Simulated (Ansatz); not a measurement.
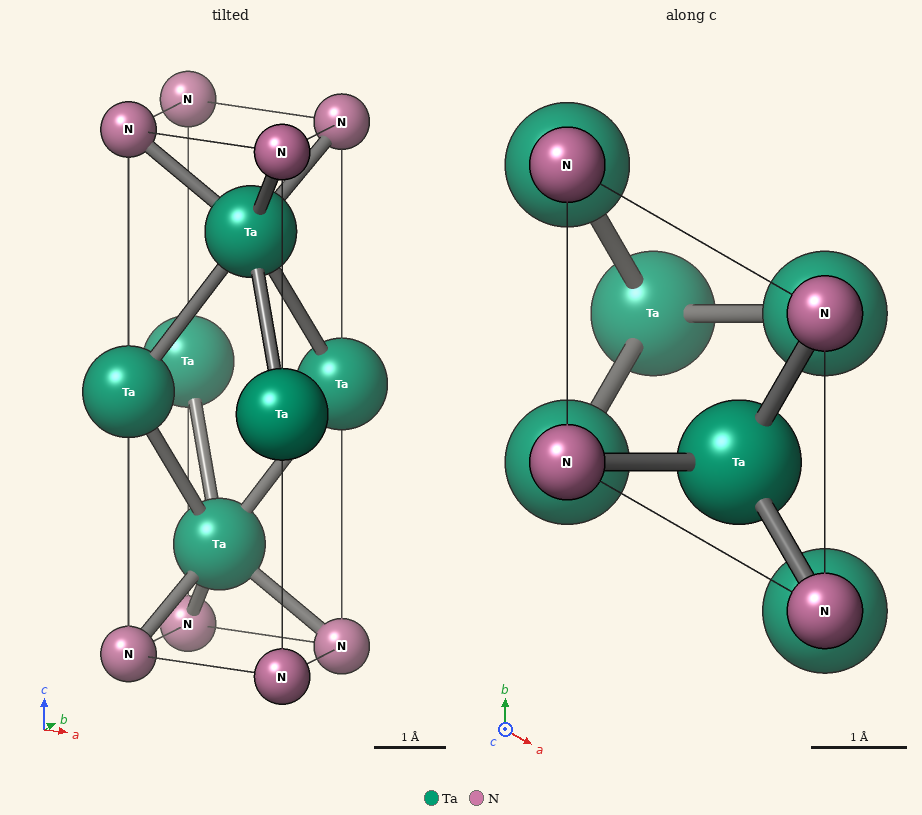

Ball-and-stick drawing of the structure, looking slightly off an axis and along the c axis. Thin lines show the conventional unit cell, with boundary atoms drawn in all their periodic places.

The compound is Ta3N. Space group P-3m1 (No. 164), lattice primitive hexagonal. Counting shared atoms by their share gives 3 Ta, 1 N, or 4 atoms. Counting atoms within bonding range gives coordination numbers of Ta 6 and N 6. Not all metal-metal contacts are counted.

The cell started as a structure listed in the Materials Project. The cell was then strained or its atoms displaced on purpose. It was the input of a calculation with Ansatz.

At this level of theory the cell isn't at rest (stretched, at -22 GPa and forces up to 1.9 eV/Å), so its distances can differ from those at equilibrium, the more so the softer the solid.
